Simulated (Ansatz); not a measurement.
Input

```
crystal:
  lattice:
    - [0.0, 3.6966479281, 3.648127828]
    - [3.6966479281, 0.0, 3.648127828]
    - [3.6966479281, 3.6966479281, 0.0]
  atoms:
    - { symbol: Ga, position: [0.0, 0.0, 0.0] }
    - { symbol: Sb, position: [0.25, 0.25, 0.25] }
    - { symbol: Sb, position: [0.75, 0.75, 0.75] }
    - { symbol: Sb, position: [0.5, 0.5, 0.5] }
basis:
  ecutwfc: 420
kpoints:
  mp_grid: { grid: [10, 10, 10] }
hamiltonian:
  xc: pbe
  pseudopotentials: { kind: paw, azcp: { folder: soft_1 } }
  dispersion: d3bj
scf:
  occupations: { method: gaussian, width: 0.15 }
output:
  forces: true
  stress: true
  eigenvalues: true
  write_density: true
  write_potential: true
  elf: true
  volumetric_format: npy
```

Command:

```sh
ansatz run input.yaml --threads 2 --pin off --max-ram 4096MiB --backend cpu --events-out ev --progress --plain --runs-dir out
```

Below, planes, directions and counts refer to the conventional cell (a = 5.23 Å, b = 5.23 Å, c = 7.30 Å, α = 90.00°, β = 90.00°, γ = 90.00°).

Space group I4/mmm; a point of a scan over the structure, not its minimum; a structure from a database of computed crystals, not necessarily the ambient phase; changed on purpose from its base cell (mode 4 frozen in at +0.000 Å, equal normal strain along x and y +0.0133); PAW files of the earlier set (soft_1).

These are results of Ansatz 0.2.0, DFT PBE+D3(BJ), scalar-relativistic, plane waves, PAW, not measurements.

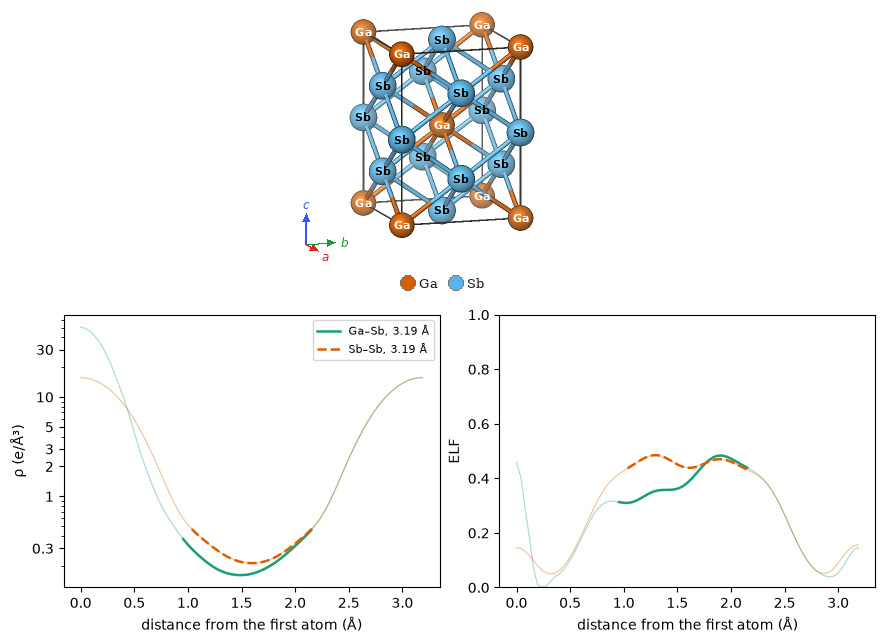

GaSb$_{3}$. Valence charge density (pseudo) and electron localisation function along straight lines between neighbouring atoms. Thin, pale parts lie inside the atomic spheres. The structure is drawn too.

The density is the valence pseudo-density of a PAW calculation; it isn't the true density close to the nuclei.

### Compare the contacts.

Ga–Sb (3.19 Å): the density is about 0.17 e/Å³ at the midpoint; the ELF is about 0.40 at the midpoint.
Sb–Sb (3.19 Å): ρ is about 0.21 e/Å³ halfway; the ELF is about 0.45 at the midpoint.
